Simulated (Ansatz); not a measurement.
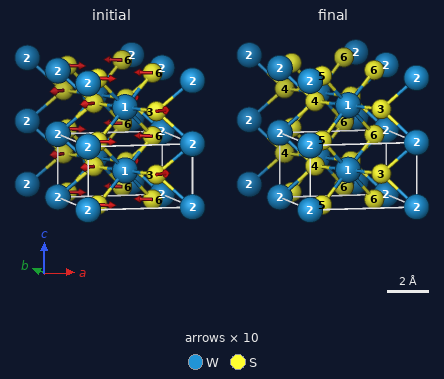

The structure of crystalline WS2 (built on the MgF2-58 type type) before (left) and after (right) a relaxation, at one scale. The red arrows give the displacements (the part carried along by the change of the cell is left out), magnified 10 times.

The picture is a ball-and-stick view of the cell of the calculation, repeated 1 × 2 × 2 with one cell outlined, seen slightly off an axis.

Method: DFT, r2SCAN+rVV10, plane waves, PAW (Ansatz).

The input:
```yaml
crystal:
  lattice:
    - [5.2655880501, 0.0, 0.0]
    - [0.0, 5.9702829673, 0.0]
    - [0.0, 0.0, 3.1099339707]
  atoms:
    - { symbol: W, position: [0.5, 0.5, 0.5] }
    - { symbol: W, position: [0.0, 0.0, 0.0] }
    - { symbol: S, position: [0.6965701651, 0.1431121853, 0.5] }
    - { symbol: S, position: [0.3034298349, 0.8568878147, 0.5] }
    - { symbol: S, position: [0.1965701651, 0.3568878147, 0.0] }
    - { symbol: S, position: [0.8034298349, 0.6431121853, 0.0] }
kpoints:
  mp_grid: { grid: [4, 4, 8] }
hamiltonian:
  xc: r2scan
  dispersion: rvv10
scf:
  occupations: { method: fermi_dirac, width: 0.03 }
relax:
  f_tol: 0.01
  cell: {}
  max_steps: 120
```

Launched with:
```bash
ansatz run input.yaml --threads 2 --pin off --max-ram 2211MiB --backend cpu --events-out ev --progress --plain --runs-dir out
```

**What changed between the two?**

Over 5 accepted moves (6 points after the start) the energy falls by 9.1 meV per atom. The largest force component goes from 0.12 to under 0.0001 eV/Å. The pressure goes from 2.73 to 0.00 GPa. The SCF was repeated once at an unchanged geometry on a basis and grid sized afresh for the cell, which shifted the energy by 0.2 meV per atom at most. The largest moves relative to the cell, 0.097 Å, are those of S3, S4, S5 and S6. S3 goes along [2 1 0]. W stays in place. Cell: a 5.266 → 5.371 Å (+2.0 %), b 5.970 → 5.975 Å (+0.1 %), c 3.110 → 3.173 Å (+2.0 %). Volume +4.2 %. Near-neighbour distances that change, for instance: W1–W1 3.110 → 3.173 Å, W1–S3 2.369 → 2.375 Å, W1–S5 2.388 → 2.393 Å. Bond angles that change, for instance: W1–S3–W2 127.9° → 129.9°. The space group stays Pnnm (No. 58).
